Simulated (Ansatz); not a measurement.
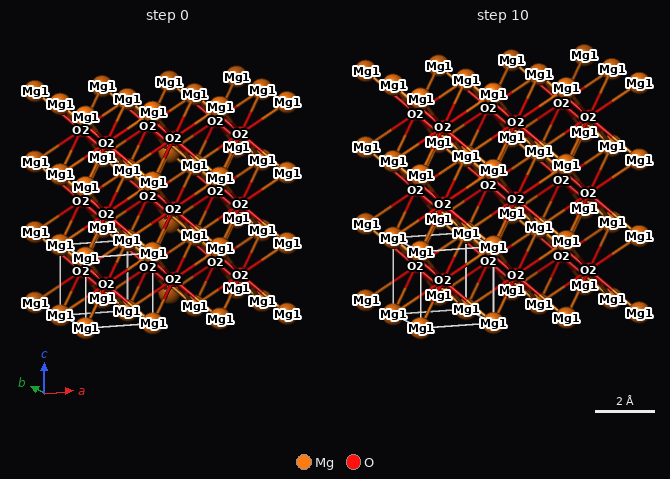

The structure of solid MgO (built on the CsCl type) before (left) and after (right) a relaxation, at one scale.

A ball-and-stick model of the cell of the calculation, repeated 3 × 2 × 3 with one cell outlined, seen slightly off an axis.

These are results of Ansatz, DFT, PBE, plane waves, PAW, not measurements.

The input:
```yaml
crystal:
  lattice:
    - [2.450827644, 0.0, 0.0]
    - [0.0, 2.450827644, 0.0]
    - [0.0, 0.0, 2.450827644]
  atoms:
    - { symbol: Mg, position: [0.0, 0.0, 0.0] }
    - { symbol: O, position: [0.5, 0.5, 0.5] }
kpoints:
  mp_grid: { grid: [10, 10, 10] }
hamiltonian:
  xc: pbe
scf:
  occupations: { method: fermi_dirac, width: 0.02 }
relax:
  f_tol: 0.005
  cell: {}
output:
  write_density: true
  write_potential: true
  elf: true
  volumetric_format: npy
```

Command:
```bash
ansatz run input.yaml --threads 2 --pin off --max-ram 2211MiB --backend cpu --events-out ev --progress --plain --runs-dir out
```

> Describe what moved and what it gained.

No atom moves by more than 0.005 Å relative to the cell. The drawn cell changes as follows: a = b = c 2.451 → 2.660 Å (+8.5 %); the volume changes by +27.8 %. Some distances before and after: Mg1–Mg1 2.451 → 2.660 Å, Mg1–O2 2.122 → 2.303 Å. The space group stays Pm-3m (No. 221). Over 7 accepted moves (10 points after the start) the energy falls by 291 meV per atom. All forces vanish by symmetry, so only the cell relaxes. Pressure: 56.19 GPa at the start and 0.00 GPa at the end. The SCF was repeated 3 times at an unchanged geometry on a basis and grid sized afresh for the cell, which shifted the energy by 27.1 meV per atom at most. The run took 3.8 s on 2 threads of Intel(R) Xeon(R) 6975P-C (Granite Rapids), on a shared host, peak memory 0.34 GiB.
